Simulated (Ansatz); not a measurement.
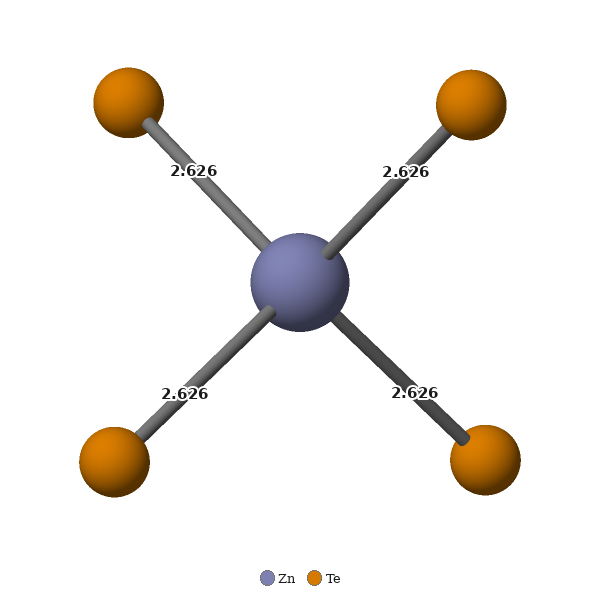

The surroundings of site Zn1 (at 0.000, 0.000, 0.000) in ZnTe (F-43m), with bond lengths in Å.

Source of the atomic positions: the geometry relaxed with Ansatz, DFT PBEsol, scalar-relativistic, plane waves, PAW.

```
Zn Te
1.0
     6.06517    0.00000    0.00000
     0.00000    6.06517    0.00000
     0.00000    0.00000    6.06517
Zn Te
4 4
Direct
  0.00000 0.00000 0.00000
  0.00000 0.50000 0.50000
  0.50000 0.00000 0.50000
  0.50000 0.50000 0.00000
  0.25000 0.25000 0.75000
  0.25000 0.75000 0.25000
  0.75000 0.25000 0.25000
  0.75000 0.75000 0.75000
```

Bond valence s = exp((R0 − d)/b), R0 fitted to published crystal structures with b = 0.37 Å; R0 in Å: Zn2+–Te 2.430.

Q: Calculate the bond-valence sum of Zn1 from the bonds drawn.

A: 4 × 0.589 = 2.36 v.u., against a formal valence of 2: overbonded (bonds short for this ion) by 0.36.

Q: And over the whole structure?

A:
| site | x, y, z | formal valence | bond-valence sum | difference |
| --- | --- | --- | --- | --- |
| Zn1 | 0.000, 0.000, 0.000 | +2 | 2.35 | 0.35 |
| Te1 | 0.250, 0.250, 0.750 | −2 | 2.35 | 0.35 |

These sums include all anions within 5 Å. The global instability index (root mean square of the differences over all atoms) is 0.35 v.u.: above 0.2, which by the usual rule of thumb marks a strained structure.
